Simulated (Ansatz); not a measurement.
## Al: single-point calculation

The run: single-point calculation of Al (C2/m, 1 atom in the cell). Method and program: DFT PBE, scalar-relativistic, plane waves, PAW, no spin polarisation (Ansatz 0.2.0).

The structure was made by a generator, so it may or may not be a known phase.

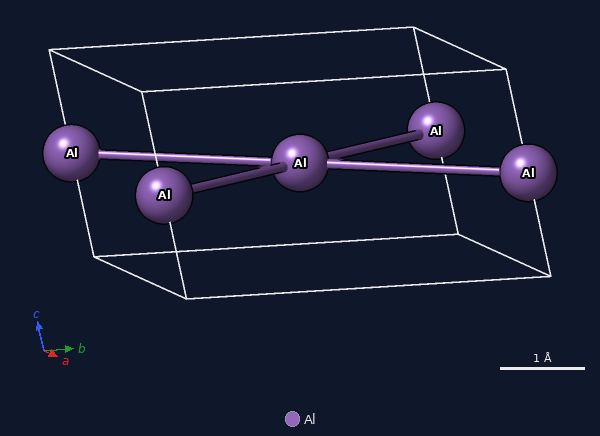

**Figure 1.** The structure as given in the input (ball-and-stick view of the cell 2 times as large as that of the calculation, set on its symmetry axes, seen slightly off an axis). An atom can appear more than once, as a periodic image. Near neighbours in the periodic cell (some may lie outside the picture): Al has 8 Al at 2.75 to 2.82 Å.

The input:
```yaml
crystal:
  lattice:
    - [1.6002232133, -2.3247733508, 0.0]
    - [1.6002232133, 2.3247733508, 0.0]
    - [-1.5478738769, 0.0, 2.2681753933]
  atoms:
    - { symbol: Al, position: [0.0, 0.0, 0.5] }
basis:
  ecutwfc: 420
kpoints:
  mp_grid: { grid: [8, 8, 8] }
hamiltonian:
  xc: pbe
scf:
  occupations: { method: gaussian, width: 0.1 }
  lower_state_search: "off"
output:
  forces: true
  stress: true
  eigenvalues: true
```

Machine: 1 thread of Arm Neoverse V2, 128 GiB of memory available, shared host.

Launch command:
```bash
ansatz run input.yaml --threads 1 --pin off --max-ram 2560MiB --backend cpu --events-out ev --progress --plain --runs-dir out
```

Log:
```
Engine: ansatz 0.2.0, aarch64-unknown-linux-gnu
Pseudopotentials: kind: paw
Pseudopotential: Al, paw, valence charge 3, recommended cutoff 420 eV (normal), Al.paw.azcp
Functional definition: PBE
  parameter kappa = 0.804
  parameter beta = 0.06672455060314922
  exchange = pbe_x(kappa = kappa, mu = beta*pi^2/3)
  correlation = pbe_c(beta = beta)
Crystal: 1 atoms, lattice volume = 16.876 Å³
Basis set: ecut = 420 eV, 325 PW (Γ), exchange–correlation on 40×40×40 points (8 copies of the dense FFT grid, shifted against one another)
Bands: 6, of which v1, the nominal top of the filled ones, is band 2 counted from 1 (1 counted from 0)
Symmetry: 4 space group operations
Space group: C2/m (ITA 12), of the structure as read, at distance tolerance 2.6e-5 Å
k-points: 150 of 512
Non-local potential: Al, projectors of the file, l = 0: 2, l = 1: 2, l = 2: 1
PAW form: soft (Blöchl's): semilocal exchange-correlation on the pseudo side does not see the compensation charge
PAW one-centre angular grid: Al, 110 points (default); XC on 64 Gauss nodes
Initial density: superposition of atomic densities (neutral atoms: chi_scale 0, normalization atom), corrected by the library's trained network
Initial wavefunctions: pseudopotential atomic-orbital guess
Functional: x = pbe(κ = 0.804, μ = 0.2195149727645171), c = pbe(β = 0.06672455060314922)
SCF iter   1: F=—  HF=-537.374844 eV  |F-HF|=—  |Δ(HF+E_count)|=         —  Δρ=1.00e-3  dr2=1.69e-4  ethr=1.77e-3  ⟨swp⟩=4.6  Hψ=7764  notcnv=0
preconditioner: auto → none  [metal: Δε(μ)=0.017 eV  Ē_g=13.019 eV  σ=0.100 eV  W_gap=0.10  n_scr=0 (ndim 8)  ℏωp=15.7 eV  f_vac=0.000  D(μ)=0.54/eV (n_scr^D=0)]
SCF iter   2: F=—  HF=-537.374824 eV  |F-HF|=—  |Δ(HF+E_count)|=   2.01e-5  Δρ=4.45e-4  dr2=3.16e-5  ethr=5.65e-6  ⟨swp⟩=1.4  Hψ=2175  notcnv=0
SCF iter   3: F=—  HF=-537.374828 eV  |F-HF|=—  |Δ(HF+E_count)|=   4.00e-6  Δρ=1.97e-5  dr2=2.79e-8  ethr=1.05e-6  ⟨swp⟩=1.0  Hψ=846  notcnv=0
iter 4 did not close the SCF: its close was put off for the readings that it lacked (scf_convergence_deferred on its scf_iter line)
SCF iter   4: F=-537.374828 eV  HF=-537.374828 eV  |F-HF|=7.61e-10  |Δ(HF+E_count)|=   5.96e-8  Δρ=2.61e-6  dr2=5.10e-10  ethr=9.30e-10  ⟨swp⟩=2.0  Hψ=1077  notcnv=0
iter 5 did not close the SCF: its close was put off for the readings that it lacked (scf_convergence_deferred on its scf_iter line)
SCF iter   5: F=-537.374828 eV  HF=-537.374828 eV  |F-HF|=2.27e-13  |Δ(HF+E_count)|=  8.18e-10  Δρ=1.48e-7  dr2=2.45e-12  ethr=1.70e-11  ⟨swp⟩=2.0  Hψ=1070  notcnv=0
SCF iter   6: F=-537.374828 eV  HF=-537.374828 eV  |F-HF|=1.14e-13  |Δ(HF+E_count)|=  1.14e-13  Δρ=2.49e-8  dr2=9.21e-14  ethr=1.00e-12  ⟨swp⟩=1.9  Hψ=2874  notcnv=0
SCF 1 converged in 6 iterations: F = -537.374828 eV  dr2 = 9.21e-14
  greatest PAW one-centre occupation: 0.461 electrons in one spin orbital (limit 2), on the Al atom at site 0 (counted from 0), in its partial waves of l = 0
SCF converged after 6 iterations
Free energy (F): -537.374828 eV
Harris-Foulkes:  -537.374828 eV  (|F-HF|=1.14e-13)
Internal energy: -537.372141 eV  (E = F + TS)
E sigma→0 (E₀):  -537.373484 eV
Entropy (-TS):   -0.002687 eV (-2.687 meV/atom)
Fermi energy:    7.851668 eV
--- Per-component energies (eV) ---
  E_band       = 10.155307
  E_kinetic    = 22.408209
  E_local      = 9.547847  (includes V_loc(G=0)·N_el)
  E_nonlocal   = 10.461750
  E_hartree    = 0.065405
  E_xc         = -39.583818
  E_vxc        = -28.749363  (∫ρ·V_xc dr)
  E_paw        = -467.311105  (= ΣΔE_a)
  E_vpaw       = -3.643945  (= ΣTr[D̂ρ^β])
  E_aug_tail   = -0.000002  (compensation charges beyond the density's cutoff)
  E_ewald      = -72.960428
  E_smearing   = -0.002687  (= −TS)
  E_closure    = 0.000000  (closes the sum)
  Σ components = -537.374828   (vs F -537.374828, Δ=0.00e0)
--- Forces (eV/Å), atoms counted from 1 ---
  atom   1  Al     0.00000000     0.00000000     0.00000000
  max |Σ_I F_I| component: 0.00e0 eV/Å
--- Stress (GPa, compression-positive) ---
        1.009102      -0.000000       1.638900
       -0.000000       0.613095      -0.000000
        1.638900      -0.000000      -0.548306
  P = ⅓ Tr σ = 0.3580 GPa (3.580 kbar)
--- Band table (eV; the first three rows and the last of 150) ---
  k-point 0: bands = ["-3.2581", "20.3832", "20.7129", "20.9664", "21.6193", "21.9278"]
  k-point 1: bands = ["-2.8091", "17.1628", "18.7992", "19.5344", "20.8471", "21.6546"]
  k-point 2: bands = ["-1.4706", "12.1504", "17.0625", "17.6676", "19.1874", "20.1948"]
  k-point 149: bands = ["9.2787", "9.5333", "9.8407", "10.6414", "10.7715", "13.0662"]
```

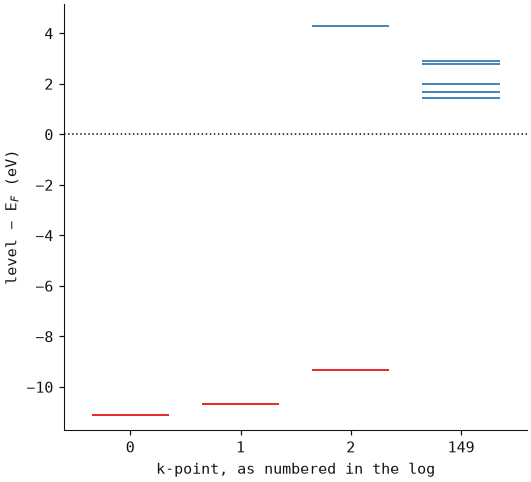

**Figure 2.** Kohn–Sham levels near the Fermi level (dotted) at the few k-points that the log prints; levels within 0.02 eV of each other stand side by side. The system is metallic on the full mesh.

Key numbers:

```json
{"quantity": "outcome", "value": "converged"}
{"quantity": "space group (tolerance 0.01 Å)", "value": "C2/m (12)"}
{"quantity": "electrons treated", "value": "3"}
{"quantity": "free energy", "value": "−537.3748 eV"}
{"quantity": "Fermi energy", "value": "7.852 eV"}
{"quantity": "gap on the k-point mesh", "value": "none (metallic)"}
{"quantity": "pressure", "value": "0.36 GPa"}
{"quantity": "largest force (length of the vector)", "value": "under 0.001 eV/Å"}
{"quantity": "wall time", "value": "0.96 s"}
{"quantity": "peak memory", "value": "0.25 GiB"}
```
